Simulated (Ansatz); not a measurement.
This input was run:

```
crystal:
  lattice:
    - [3.1088180372, 0.0, 0.0]
    - [-1.5544090186, 2.692315396, 0.0]
    - [0.0, 0.0, 26.4225268414]
  atoms:
    - { symbol: Ta, position: [0.3333333333, 0.6666666667, 0.283848704] }
    - { symbol: "N", position: [0.6666666667, 0.3333333333, 0.3318823253] }
    - { symbol: Ta, position: [0.0, 0.0, 0.3799159467] }
    - { symbol: "N", position: [0.3333333333, 0.6666666667, 0.427949568] }
    - { symbol: Ta, position: [0.6666666667, 0.3333333333, 0.4759831893] }
    - { symbol: "N", position: [0.0, 0.0, 0.5240168107] }
    - { symbol: Ta, position: [0.3333333333, 0.6666666667, 0.572050432] }
    - { symbol: "N", position: [0.6666666667, 0.3333333333, 0.6200840533] }
    - { symbol: Ta, position: [0.0, 0.0, 0.6681176747] }
    - { symbol: "N", position: [0.3333333333, 0.6666666667, 0.716151296] }
basis:
  ecutwfc: 500
kpoints:
  mp_grid: { grid: [12, 12, 1] }
hamiltonian:
  xc: r2scan
scf:
  occupations: { method: gaussian, width: 0.1 }
output:
  forces: true
  stress: true
  eigenvalues: true
  write_density: true
  write_potential: true
  elf: true
  volumetric_format: npy
efield:
  axis: 3
  dipole_correction: true
  ramp_width: 0.04
```

Command:
```bash
ansatz run input.yaml --threads 1 --pin off --max-ram 2560MiB --backend cpu --events-out ev --progress --plain --runs-dir out
```

What does the potential across the slab give for the work function?

The work function is 7.54 eV at the right face and 4.99 eV at the left. The vacuum level is 2.55 eV higher at the right than at the left, so the slab carries a dipole along its normal; the ramp in the vacuum, at or near the edge of the plot, is the dipole correction that keeps each side flat. The outermost atoms are 11.4 Å apart, which leaves 15.0 Å of vacuum in a cell 26.4 Å high.

The atoms aren't at rest in this cell (largest force 5.8 eV/Å), so the relaxed material can differ. Spin-orbit coupling is left out, which matters for Ta.

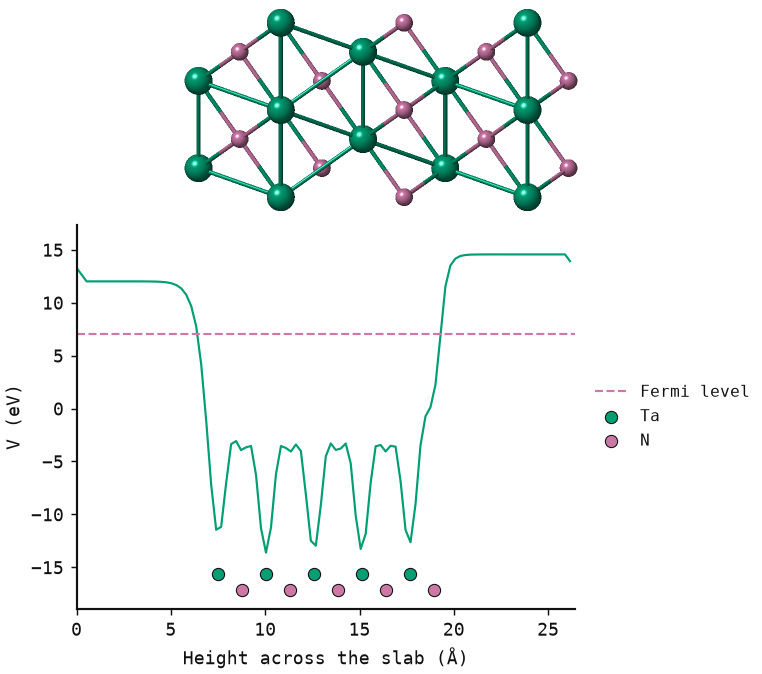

Plane-averaged electrostatic potential energy of an electron across the slab; circles at the bottom mark the heights of the atoms. The structure is drawn too.
